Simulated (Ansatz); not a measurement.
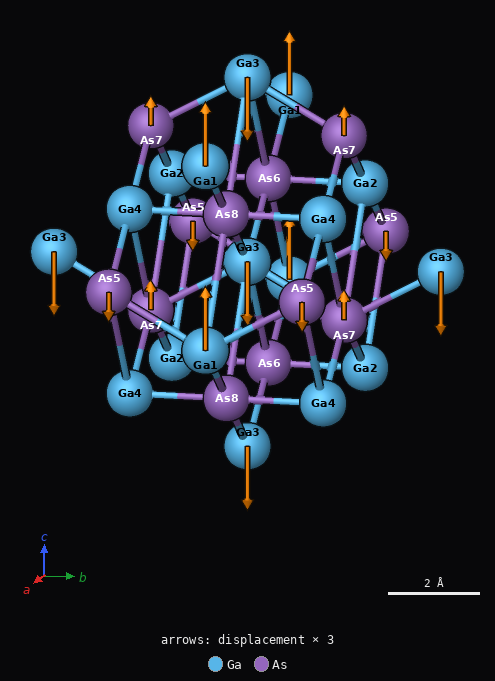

A relaxation of solid GaAs (a generated structure, set up in Pmma) (coarse preliminary run). The starting structure is drawn; orange arrows show the displacements (the part carried along by the change of the cell is left out), magnified 3 times.

A ball-and-stick model of the atoms within 5.0 Å of the atom that moves most (axes of the cell of the calculation), seen slightly off an axis.

Computed with DFT PBE, scalar-relativistic, plane waves, PAW in Ansatz 0.2.0. Settings: plane-wave cutoff 420 eV; k-point mesh 2 × 4 × 4; occupations gaussian; smearing width 0.1 eV; no spin polarisation; cell and atoms relaxed; force threshold 0.04 eV/Å; at most 70 steps.

> What did the optimiser do to the structure, and how much energy did it gain?

The largest moves relative to the cell, 0.49 Å, are those of Ga1 and Ga3. Ga3 goes along −c. Largest moves by element: Ga 0.49 Å, As 0.23 Å. The drawn cell changes as follows: a 7.695 → 7.812 Å (+1.5 %), b 4.382 → 5.231 Å (+19.4 %), c 4.149 → 3.962 Å (−4.5 %); the volume changes by +15.7 %. Among the contacts that change: Ga1–As6 3.294 → 2.840 Å, Ga2–As6 2.191 → 2.616 Å, As5–As6 3.267 → 3.654 Å, Ga1–As6 (another image) 2.424 → 2.725 Å. Bond angles that change, for instance: As5–Ga1–As5 122.6° → 161.8°, Ga1–As5–Ga1 122.6° → 161.8°, As6–Ga1–As8 105.1° → 91.6°. The space group stays Pmma (No. 51). Over 8 accepted moves (10 points after the start) the energy falls by 481 meV per atom. The largest force component goes from 1.7 to 0.0099 eV/Å. Pressure: 25.30 GPa at the start and 0.02 GPa at the end. The SCF was repeated twice at an unchanged geometry on a basis and grid sized afresh for the cell, which shifted the energy by 7.2 meV per atom at most. The run took 3 min on 1 thread of Intel(R) Xeon(R) Processor @ 2.70GHz, on a shared host, peak memory 0.54 GiB.

Limits of the set-up: the k-point mesh is coarse for a cell with partly filled bands.
